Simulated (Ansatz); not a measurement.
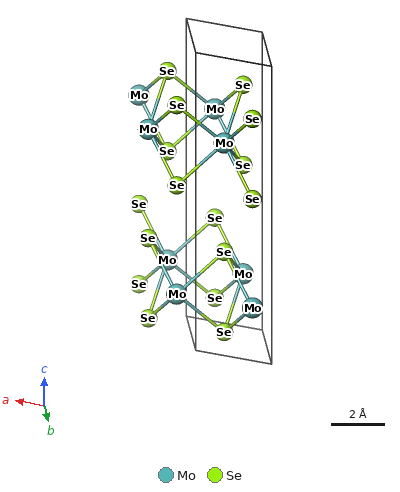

The structure (ball-and-stick view of the cell of the calculation, repeated 2 × 2 × 1, seen at an oblique angle). An atom can appear more than once, as a periodic image.

# Band-structure calculation of MoSe$_{2}$ (part 1 of 2)

- system: MoSe$_{2}$ (P6₃/mmc, 6 atoms in the cell)
- method: DFT, HSE06, plane waves, PAW, no spin polarisation (Ansatz 0.2.0)

The structure was built on a prototype by a generator. The geometry comes from this level: r2scan-rvv10 (a point of a series of strains). It belongs to a series of runs on one base structure; here: hydrostatic strain -4.0%. Figures and captions count atoms from 1; the log counts them from 0 in places.

**Input**
```yaml
crystal:
  lattice:
    - [3.1731808965, 0.0, 0.0]
    - [-1.5865904483, 2.7480552672, 0.0]
    - [0.0, 0.0, 12.5643177857]
  atoms:
    - { symbol: Mo, position: [0.3333333333, 0.6666666667, 0.25] }
    - { symbol: Mo, position: [0.6666666667, 0.3333333333, 0.75] }
    - { symbol: Se, position: [0.6666666667, 0.3333333333, 0.3846447602] }
    - { symbol: Se, position: [0.6666666667, 0.3333333333, 0.1153552398] }
    - { symbol: Se, position: [0.3333333333, 0.6666666667, 0.8846447602] }
    - { symbol: Se, position: [0.3333333333, 0.6666666667, 0.6153552398] }
kpoints:
  mp_grid: { grid: [6, 6, 2] }
  band_path:
    path:
      - [0.0, 0.0, 0.0]
      - [0.5, 0.0, 0.0]
      - [0.3333333333, 0.3333333333, 0.0]
      - [0.0, 0.0, 0.5]
      - [0.5, 0.0, 0.5]
      - [0.3333333333, 0.3333333333, 0.5]
      - [0.184896, 0.1875, 0.0]
    npoints: 1
hamiltonian:
  xc: hse06
scf:
  occupations: { method: fixed }
  n_extra_bands: 5
output:
  forces: true
  stress: true
  eigenvalues: true
  write_density: true
  write_potential: true
  elf: true
  volumetric_format: npy
```

Hardware: 1 × NVIDIA H100 80GB HBM3, 2 threads of AMD EPYC (Zen 3), 1656 GiB of memory available, shared host.

**Output**
```
Warning: output.stress: scf.convergence.dr2_threshold = 1e-7 eV (the SCF's general default) is looser than the 6e-10 eV advised for a printed stress (1e-10 eV for each atom of the cell: 6). What an SCF threshold leaves in a stress goes as its square root, and in the free energy as the threshold itself, and one threshold admits the most on a small cell: of the crystals measured, under no hybrid functional and no lock of the moments, on runs that ended without the residual-converged pass, on stresses that held no estimate of that error, the worst erred by over 100 MPa in a component at 1e-7 eV an atom and by under 5 at 1e-10. Set scf.convergence.dr2_threshold to 6e-10 eV or tighter. The threshold is an SCF's pass mark: one that does not reach it within its budget of iterations ends unconverged, or closes short of it on a stop that the run arms, and scf.convergence.dr2_threshold's page says what that costs each kind of run
Warning: output.stress: scf.exx.energy_threshold = 1e-6 eV is looser than the 6e-8 eV advised for a stress under a hybrid functional (1e-8 eV for each atom of the cell: 6). Every SCF of the exchange loop can meet its threshold on dr2 while the loop round them stops early: no threshold on dr2 bounds what that leaves in the stress. Set scf.exx.energy_threshold to 6e-8 eV or tighter. The threshold is the loop's pass mark: a loop that does not reach it within its budget of cycles ends unconverged, and scf.exx.energy_threshold's page has the law
scf.n_extra_bands = 5 over 46 filled bands (N_el = 92.0): the run solves 51 bands
Engine: ansatz 0.2.0, x86_64-unknown-linux-gnu
Pseudopotentials: kind: paw
Pseudopotential: Mo, paw, valence charge 14, recommended cutoff 420 eV (normal), Mo.paw.azcp
Pseudopotential: Se, paw, valence charge 16, recommended cutoff 420 eV (normal), Se.paw.azcp
Functional definition: HSE06
  parameter a = 0.25
  parameter omega = 0.11/bohr
  exchange = pbe_x - a*pbe_x_sr(omega) + a*exact_x_sr(omega)
  correlation = pbe_c
davidson cushion auto → on  (no smearing: the cushion is to keep the highest requested band from converging to the state above it; pin scf.eigensolver.cushion to override)
Crystal: 6 atoms, lattice volume = 109.562 Å³
Basis set: ecut = 420 eV, 2153 PW (Γ), exchange–correlation on 48×48×180 points (8 copies of the dense FFT grid, shifted against one another)
Bands: 51, of which v1, the nominal top of the filled ones, is band 46 counted from 1 (45 counted from 0)
Symmetry: 24 space group operations
Space group: P63/mmc (ITA 194), of the structure as read, at distance tolerance 4.8e-5 Å
k-points: 14 of 72
Non-local potential: Mo, projectors of the file, l = 0: 3, l = 1: 2, l = 2: 2, l = 3: 1
Non-local potential: Se, projectors of the file, l = 0: 2, l = 1: 2, l = 2: 3, l = 3: 1
PAW form: soft (Blöchl's): semilocal exchange-correlation on the pseudo side does not see the compensation charge
PAW frozen core: Mo, regenerated for the run's functional, and the local potential with it (the file was generated under x = pbe(κ = 0.804, μ = 0.2195149727645171), c = pbe(β = 0.06672455060314922))
PAW frozen core: Se, regenerated for the run's functional, and the local potential with it (the file was generated under x = pbe(κ = 0.804, μ = 0.2195149727645171), c = pbe(β = 0.06672455060314922))
PAW one-centre angular grid: Mo, 590 points (default); XC on 64 Gauss nodes
PAW one-centre angular grid: Se, 590 points (default); XC on 64 Gauss nodes
Initial density: superposition of atomic densities (neutral atoms: chi_scale 0, normalization atom), corrected by the library's trained network
Initial wavefunctions: pseudopotential atomic-orbital guess
Functional: x = pbe(κ = 0.804, μ = 0.2195149727645171), c = pbe(β = 0.06672455060314922), warm-up for x = pbe(κ = 0.804, μ = 0.2195149727645171) + 0.25 (exact − pbe) at short range (hse, ω = 0.20786987370883472 Å⁻¹), c = pbe(β = 0.06672455060314922); HSE06 as pw.x's `hse` composes it (authors' and Libxc's form: `xc: wpbeh`)
SCF iter   1: F=—  HF=-31791.850871 eV  |F-HF|=—  |Δ(HF+E_count)|=         —  Δρ=6.28e-3  dr2=3.26e-2  ethr=1.77e-3  ⟨swp⟩=5.1  Hψ=2793  notcnv=0
preconditioner: auto → none  [insulator: Δε(μ)=0.723 eV  Ē_g=7.636 eV  n_scr=40 (ndim 8)  ℏωp=21.3 eV  f_vac=0.017]
SCF iter   2: F=—  HF=-31791.878334 eV  |F-HF|=—  |Δ(HF+E_count)|=   2.75e-2  Δρ=7.21e-3  dr2=1.77e-1  ethr=3.55e-5  ⟨swp⟩=4.4  Hψ=1987  notcnv=0  defer=1
SCF iter   3: F=—  HF=-31791.858346 eV  |F-HF|=—  |Δ(HF+E_count)|=   2.00e-2  Δρ=2.73e-3  dr2=9.65e-3  ethr=3.55e-5  ⟨swp⟩=3.9  Hψ=1810  notcnv=0
iter 4 solved again at ethr=2.58e-7 eV; its pass at ethr=1.05e-5 eV (dr2=2.37e-4 eV) is discarded
SCF iter   4: F=—  HF=-31791.859518 eV  |F-HF|=—  |Δ(HF+E_count)|=   1.17e-3  Δρ=7.09e-4  dr2=2.35e-4  ethr=2.58e-7  ⟨swp⟩=3.7  Hψ=3330  notcnv=0
SCF iter   5: F=-31791.859698 eV  HF=-31791.859694 eV  |F-HF|=3.52e-6  |Δ(HF+E_count)|=   1.76e-4  Δρ=1.06e-4  dr2=3.89e-6  ethr=2.55e-7  ⟨swp⟩=3.0  Hψ=1849  notcnv=0
SCF 1 stopped early in 5 iterations: F = -31791.859698 eV  dr2 = 3.89e-6
  greatest PAW one-centre occupation: 1.000 electrons in one spin orbital (limit 2), on the Se atom at site 5 (counted from 0), in its partial waves of l = 2
Initial density: handed on by an earlier stage of this run
Initial wavefunctions: those handed on with the density
Functional: x = pbe(κ = 0.804, μ = 0.2195149727645171) + 0.25 (exact − pbe) at short range (hse, ω = 0.20786987370883472 Å⁻¹), c = pbe(β = 0.06672455060314922); HSE06 as pw.x's `hse` composes it (authors' and Libxc's form: `xc: wpbeh`)
Exchange kernel: α = 0.2500, screened, ω = 0.2079 Å⁻¹, Wigner–Seitz truncation, v(0) = 1044.3904 eV·Å³, q-mesh 6×6×2, nearest image of the exchange supercell L = 19.04 Å, pair-density grid 15×15×54, without the augmentation charges, whose exchange is taken in its separable form by FFT convolution over the k-point mesh (sized by the pseudopotential files, 20×20×90 at the most), smooth part of the exact exchange by density-matrix convolution in up to 3.58 GiB of GPU memory as planned if the GPU has room (build and FFT work areas not counted)
Frozen-core exchange: fock
SCF iter   1: F=—  HF=-31801.985155 eV  |F-HF|=—  |Δ(HF+E_count)|=         —  Δρ=1.12e-2  dr2=3.02e-1  ethr=4.23e-8  ⟨swp⟩=7.8  Hψ=3993  notcnv=0
preconditioner: auto → none  [insulator: Δε(μ)=1.156 eV  Ē_g=8.945 eV  n_scr=40 (ndim 8)  ℏωp=21.3 eV  f_vac=0.016]
SCF iter   2: F=—  HF=-31802.074637 eV  |F-HF|=—  |Δ(HF+E_count)|=   8.95e-2  Δρ=1.64e-2  dr2=1.05e0  ethr=4.23e-8  ⟨swp⟩=6.9  Hψ=3869  notcnv=0  recentre
SCF iter   3: F=—  HF=-31801.922979 eV  |F-HF|=—  |Δ(HF+E_count)|=   1.52e-1  Δρ=4.18e-3  dr2=3.19e-2  ethr=4.23e-8  ⟨swp⟩=6.4  Hψ=3745  notcnv=0
SCF iter   4: F=—  HF=-31801.936717 eV  |F-HF|=—  |Δ(HF+E_count)|=   1.37e-2  Δρ=2.12e-3  dr2=7.69e-3  ethr=4.23e-8  ⟨swp⟩=4.6  Hψ=3022  notcnv=0
SCF iter   5: F=—  HF=-31801.935152 eV  |F-HF|=—  |Δ(HF+E_count)|=   1.57e-3  Δρ=6.66e-4  dr2=4.13e-4  ethr=4.23e-8  ⟨swp⟩=4.1  Hψ=2730  notcnv=0
SCF iter   6: F=—  HF=-31801.936457 eV  |F-HF|=—  |Δ(HF+E_count)|=   1.31e-3  Δρ=5.35e-4  dr2=9.09e-4  ethr=4.23e-8  ⟨swp⟩=4.1  Hψ=2253  notcnv=0
SCF iter   7: F=-31801.936309 eV  HF=-31801.936309 eV  |F-HF|=4.56e-7  |Δ(HF+E_count)|=   1.48e-4  Δρ=3.64e-5  dr2=4.07e-6  ethr=4.23e-8  ⟨swp⟩=4.0  Hψ=2046  notcnv=0
SCF 2 stopped early in 7 iterations: F = -31801.936309 eV  dr2 = 4.07e-6
  Residual-converged pass: ⟨swp⟩=3.7  Hψ=2561  notcnv=0  max |occ|·‖R‖ = 6.4e-6 eV (tolerance 6.7e-6 eV)  dr2=4.05e-6  dr2_onsite=8.88e-8  max |Δocc| = 0.0e0
hybrid outer 1: dexx = +2.719e-2 eV, tail = 2.14e-4 eV
Exchange kernel: α = 0.2500, screened, ω = 0.2079 Å⁻¹, Wigner–Seitz truncation, v(0) = 1044.3904 eV·Å³, q-mesh 6×6×2, nearest image of the exchange supercell L = 19.04 Å, pair-density grid 15×15×54, without the augmentation charges, whose exchange is taken in its separable form by FFT convolution over the k-point mesh (sized by the pseudopotential files, 20×20×90 at the most), smooth part of the exact exchange by density-matrix convolution in up to 3.58 GiB of GPU memory as planned if the GPU has room (build and FFT work areas not counted)
Frozen-core exchange: fock
SCF iter   1: F=—  HF=-31801.936915 eV  |F-HF|=—  |Δ(HF+E_count)|=         —  Δρ=6.11e-5  dr2=2.39e-6  ethr=1.16e-6  ⟨swp⟩=2.1  Hψ=1584  notcnv=0
preconditioner: auto → none  [insulator: Δε(μ)=1.203 eV  Ē_g=8.834 eV  n_scr=40 (ndim 8)  ℏωp=21.3 eV  f_vac=0.017]
SCF iter   2: F=—  HF=-31801.936921 eV  |F-HF|=—  |Δ(HF+E_count)|=   6.10e-6  Δρ=3.27e-5  dr2=5.95e-7  ethr=2.16e-9  ⟨swp⟩=4.0  Hψ=2667  notcnv=0
SCF iter   3: F=—  HF=-31801.936921 eV  |F-HF|=—  |Δ(HF+E_count)|=   1.33e-7  Δρ=1.36e-5  dr2=1.07e-7  ethr=5.04e-10  ⟨swp⟩=3.0  Hψ=1633  notcnv=0
SCF iter   4: F=—  HF=-31801.936921 eV  |F-HF|=—  |Δ(HF+E_count)|=   5.13e-7  Δρ=4.38e-6  dr2=4.56e-8  ethr=6.99e-11  ⟨swp⟩=4.1  Hψ=2237  notcnv=0
SCF iter   5: F=—  HF=-31801.936921 eV  |F-HF|=—  |Δ(HF+E_count)|=   1.09e-8  Δρ=7.24e-7  dr2=3.67e-9  ethr=4.79e-11  ⟨swp⟩=3.0  Hψ=1675  notcnv=0
SCF iter   6: F=—  HF=-31801.936921 eV  |F-HF|=—  |Δ(HF+E_count)|=   2.98e-8  Δρ=1.26e-6  dr2=3.56e-9  ethr=1.86e-12 (applied; sched 1.00e-12)  ⟨swp⟩=4.8  Hψ=2175  notcnv=0
SCF iter   7: F=-31801.936921 eV  HF=-31801.936921 eV  |F-HF|=6.84e-10  |Δ(HF+E_count)|=   3.00e-9  Δρ=6.47e-7  dr2=7.95e-10  ethr=1.57e-12 (applied; sched 1.00e-12)  ⟨swp⟩=5.2  Hψ=1815  notcnv=0
SCF 3 converged in 7 iterations: F = -31801.936921 eV  dr2 = 7.95e-10
  Residual-converged pass: ⟨swp⟩=3.0  Hψ=1625  notcnv=0  max |occ|·‖R‖ = 7.5e-7 eV (tolerance 7.7e-7 eV)  dr2=7.90e-10  dr2_onsite=2.06e-11  max |Δocc| = 0.0e0
  greatest PAW one-centre occupation: 1.000 electrons in one spin orbital (limit 2), on the Se atom at site 4 (counted from 0), in its partial waves of l = 2
hybrid outer 2: dexx = +5.365e-6 eV, tail = 8.58e-8 eV, Δε = 2.02e-3 eV (about 7.47e-5 eV left of the loop's levels), ΔF = 9.68e-3 eV/Å (tail 1.55e-3)
Exchange kernel: α = 0.2500, screened, ω = 0.2079 Å⁻¹, Wigner–Seitz truncation, v(0) = 1044.3904 eV·Å³, q-mesh 6×6×2, nearest image of the exchange supercell L = 19.04 Å, pair-density grid 15×15×54, without the augmentation charges, whose exchange is taken in its separable form by FFT convolution over the k-point mesh (sized by the pseudopotential files, 20×20×90 at the most), smooth part of the exact exchange by density-matrix convolution in up to 3.58 GiB of GPU memory as planned if the GPU has room (build and FFT work areas not counted)
Frozen-core exchange: fock
SCF iter   1: F=—  HF=-31801.936922 eV  |F-HF|=—  |Δ(HF+E_count)|=         —  Δρ=2.41e-6  dr2=3.82e-9  ethr=4.66e-10  ⟨swp⟩=3.2  Hψ=1621  notcnv=0
preconditioner: auto → none  [insulator: Δε(μ)=1.204 eV  Ē_g=8.834 eV  n_scr=40 (ndim 8)  ℏωp=21.3 eV  f_vac=0.017]
SCF iter   2: F=—  HF=-31801.936922 eV  |F-HF|=—  |Δ(HF+E_count)|=   2.15e-9  Δρ=1.76e-6  dr2=5.94e-9  ethr=4.03e-12  ⟨swp⟩=4.3  Hψ=2551  notcnv=0
SCF iter   3: F=-31801.936922 eV  HF=-31801.936922 eV  |F-HF|=1.48e-9  |Δ(HF+E_count)|=  4.87e-10  Δρ=1.11e-6  dr2=1.77e-9  ethr=4.03e-12  ⟨swp⟩=4.1  Hψ=1772  notcnv=0
SCF 4 converged in 3 iterations: F = -31801.936922 eV  dr2 = 1.77e-9
  Residual-converged pass: ⟨swp⟩=2.9  Hψ=1670  notcnv=0  max |occ|·‖R‖ = 1.6e-6 eV (tolerance 1.6e-6 eV)  dr2=1.78e-9  dr2_onsite=4.50e-11  max |Δocc| = 0.0e0
```

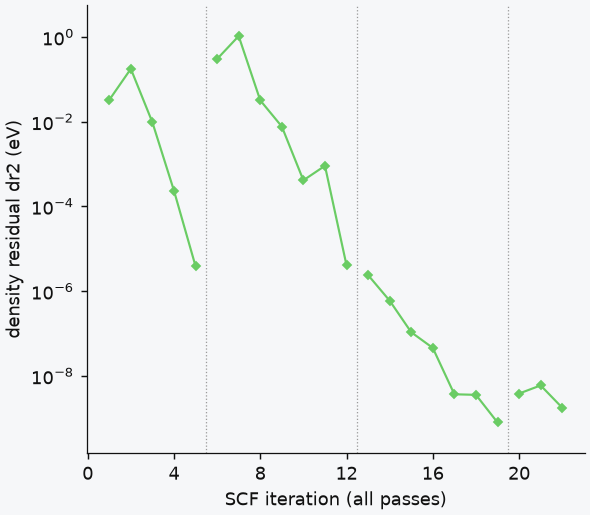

Convergence of the self-consistent field: density residual dr2 against the SCF iteration. The run starts with a semilocal functional; after that each stretch between dotted lines is one SCF of the hybrid functional between two exact rebuilds of the exchange operator by the outer loop. Early passes are stopped at a loose threshold. The passes take 5, 7, 7 and 3 iterations.
